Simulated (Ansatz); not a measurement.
RbCl (space group Fm-3m, No. 225). Coordinates: the input geometry of an electronic-structure calculation (not necessarily at equilibrium).

```cif
data_structure
_symmetry_space_group_name_H-M 'Fm-3m'
_symmetry_Int_Tables_number 225
_cell_length_a 6.5698
_cell_length_b 6.5698
_cell_length_c 6.5698
_cell_angle_alpha 90.000
_cell_angle_beta 90.000
_cell_angle_gamma 90.000
_cell_volume 283.56
loop_
_atom_site_label
_atom_site_type_symbol
_atom_site_symmetry_multiplicity
_atom_site_Wyckoff_symbol
_atom_site_fract_x
_atom_site_fract_y
_atom_site_fract_z
_atom_site_occupancy
Rb1 Rb 4 b 0.50000 0.00000 0.00000 1
Cl1 Cl 4 a 0.00000 0.00000 0.00000 1
```

Bonds are taken as Cl–Rb below 3.7 Å; no other contact counts. Simplification: prune 0- and 1-connected atoms, fold 2-connected ones into links.

Derive the underlying net.

The result is a uninodal 6-connected, three-periodic net: Rb and Cl are 6-connected nodes. It is the pcu net, known from NaCl, ReO3 and the B-X framework of perovskite. It is a single net, without interpenetration.

```json
{"node": "Rb and Cl", "links": "6", "point symbol": "4¹²·6³", "coordination sequence": "6 18 38 66 102 146"}
```

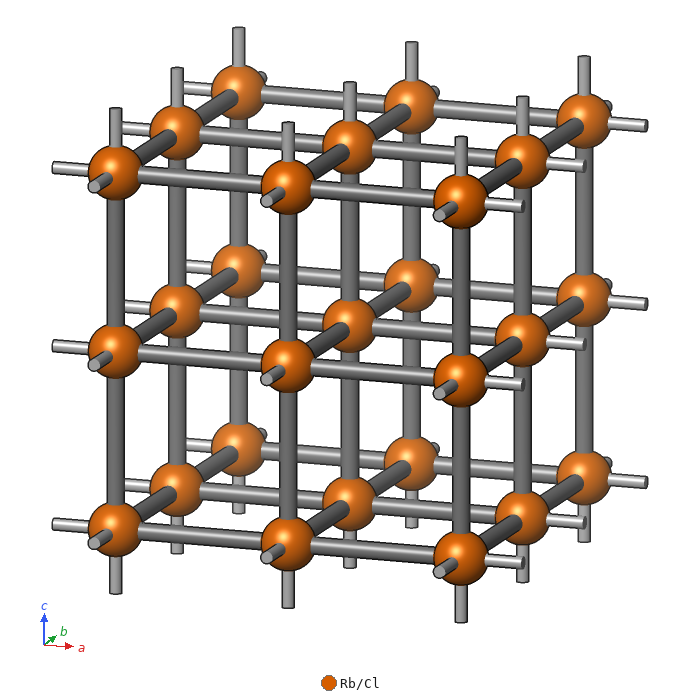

Nodes are coloured by topological kind. Short stubs are edges that leave the cut-out.
